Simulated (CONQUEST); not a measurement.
# A series of single points on Pt

System: Pt (Im-3m, 2 atoms in the cell).
Method: Kohn-Sham DFT of a periodic cell, PBE, PseudoDojo NC PBE, no spin polarisation (CONQUEST 1.3).

The 7 runs differ only in the geometry, by an even scaling of the cell at fixed fractional positions. The structure derives from a Materials Project entry.

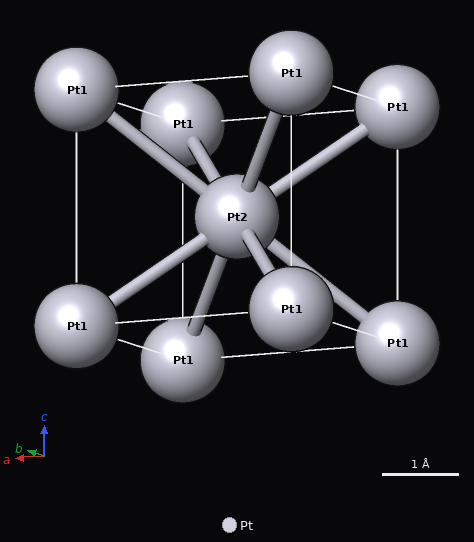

Figure 1. The structure of run 4 (ball-and-stick view of the cell of the calculation, seen at an oblique angle; atoms are numbered from 1 in the order of the input).

## Input of run 4
```
IO.Title Pt
IO.Coordinates coords.dat
IO.FractionalAtomicCoords T
IO.Iprint 2
IO.Iprint_init 1
General.NumberOfSpecies 1
General.PseudopotentialType hamann
AtomMove.TypeOfRun static
AtomMove.FullStress T
Grid.PointsAlongX 32
Grid.PointsAlongY 32
Grid.PointsAlongZ 32
DM.SolutionMethod diagon
Diag.MPMesh T
Diag.GammaCentred T
Diag.MPMeshX 8
Diag.MPMeshY 8
Diag.MPMeshZ 8
Diag.kT 0.00183747
minE.SCTolerance 1e-6
SC.MaxIters 100
IO.AtomChargeOutput T
%block ChemicalSpeciesLabel
1 195.080 Pt
%endblock
```

Command:
```bash
Conquest
```

Lattice vectors (Å) and fractional positions of run 4:
```
   3.168440    0.000000    0.000000
   0.000000    3.168440    0.000000
   0.000000    0.000000    3.168440
Pt  0.000000  0.000000  0.000000
Pt  0.500000  0.500000  0.500000
```

Run 3 has the same physical settings and fractional positions; its lattice vectors (Å) are:
```
   3.147175    0.000000    0.000000
   0.000000    3.147175    0.000000
   0.000000    0.000000    3.147175
```

## Results, with one run withheld

| run | volume per atom (Å³) | free energy per atom, from the lowest run given (meV) | pressure (GPa) |
| --- | --- | --- | --- |
| 1 | 14.950 | 57.56 | 19.45 |
| 2 | 15.268 | 26.16 | 12.40 |
| 3 | 15.586 | ? | ? |
| 4 | 15.904 | 0.00 | 1.38 |
| 5 | 16.222 | 2.08 | −3.31 |
| 6 | 16.540 | 12.98 | −7.54 |
| 7 | 16.858 | 31.72 | −11.16 |

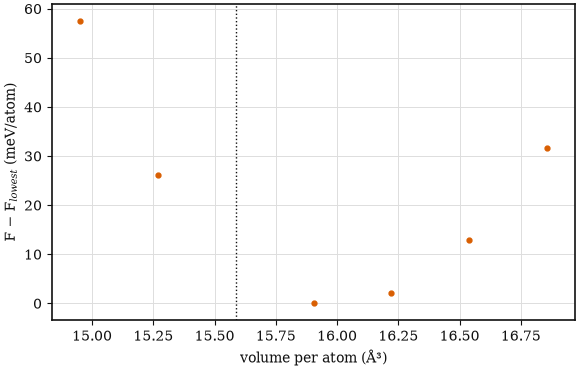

Figure 2. Free energy per atom of the runs given; the dotted line marks run 3.

Estimate the energy of run 3 from the others.

A cubic polynomial in V^(−2/3) (the Birch–Murnaghan form), fitted to the 6 runs given, misses them by at most 0.11 meV per atom. With x = V^(−2/3) − 0.15793 Å⁻², it reads F = −0.29726 + 760.91 x + 1.0943e+06 x² + 3.9138e+06 x³ (meV per atom). At run 3 it gives 7.51 meV per atom, and the run itself gives 7.61. The slope of the fit gives a pressure −dF/dV of 6.52 GPa there, and the run prints 6.50 GPa. The fit has its minimum at 15.986 Å³ per atom, where V d²F/dV² gives 241 GPa: the bulk modulus at this level, since symmetry fixes the shape and the positions.

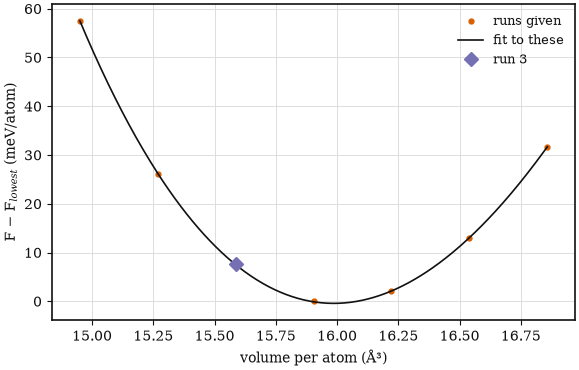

Figure 3. The fit and the withheld run.

## Some lines of the output (run 3)
```
[...]
      Using Fermi-Dirac smearing
          Free Energy (E-TS)               :      -261.182008201162887 Ha
          DFT Total Energy                 :      -261.126464773253076 Ha
          Free Energy (E-TS)               :      -261.154520753464965 Ha
          DFT Total Energy                 :      -261.153180423971151 Ha
          Free Energy (E-TS)               :      -261.154286001637729 Ha
          DFT Total Energy                 :      -261.153204743372498 Ha
          Free Energy (E-TS)               :      -261.154237228337763 Ha
          DFT Total Energy                 :      -261.153214413971170 Ha
          Free Energy (E-TS)               :      -261.154237146544460 Ha
          DFT Total Energy                 :      -261.153214362029075 Ha
      | Free Energy as E-TS      =      -261.154237146544460 Ha
      |* DFT total energy        =      -261.153214362029075 Ha
    force: Average pressure:      6.49939555 GPa
```

Notes: Spin–orbit coupling is left out, which matters for Pt. With a small basis of atomic orbitals these values can differ much from converged plane-wave results.
